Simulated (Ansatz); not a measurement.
Structure of Ru:

```cif
data_structure
_symmetry_space_group_name_H-M 'Fd-3m:1'
_symmetry_Int_Tables_number 227
_cell_length_a 5.3562
_cell_length_b 5.3562
_cell_length_c 5.3562
_cell_angle_alpha 90.000
_cell_angle_beta 90.000
_cell_angle_gamma 90.000
_cell_volume 153.66
loop_
_atom_site_label
_atom_site_type_symbol
_atom_site_symmetry_multiplicity
_atom_site_Wyckoff_symbol
_atom_site_fract_x
_atom_site_fract_y
_atom_site_fract_z
_atom_site_occupancy
Ru1 Ru 8 b 0.25000 0.25000 0.75000 1
```

Basis of the simulation: the input geometry of an electronic-structure calculation (not necessarily at equilibrium); the starting structure was generated, so it need not be a known form of this composition.

Question: Predict the first 2 clear peaks of the neutron G(r) with σ = 0.15 Å, and name the atom pairs.

Answer: 1. 2.31 Å: Ru–Ru at 2.32 Å
2. 3.78 Å: Ru–Ru at 3.79 Å

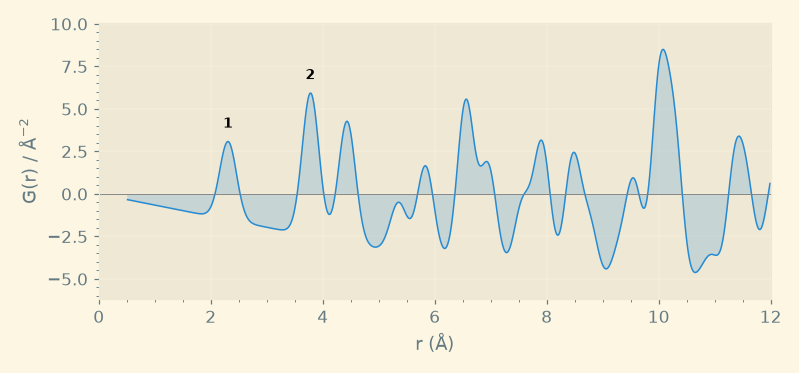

Computed neutron G(r), with each pair weighted by the product of the tabulated coherent neutron scattering lengths (natural isotope mix where the element has one) and a uniform peak width σ = 0.15 Å, damped by exp(−(Q_damp r)²/2) with Q_damp = 0.020 Å⁻¹. There is no Q-range truncation.
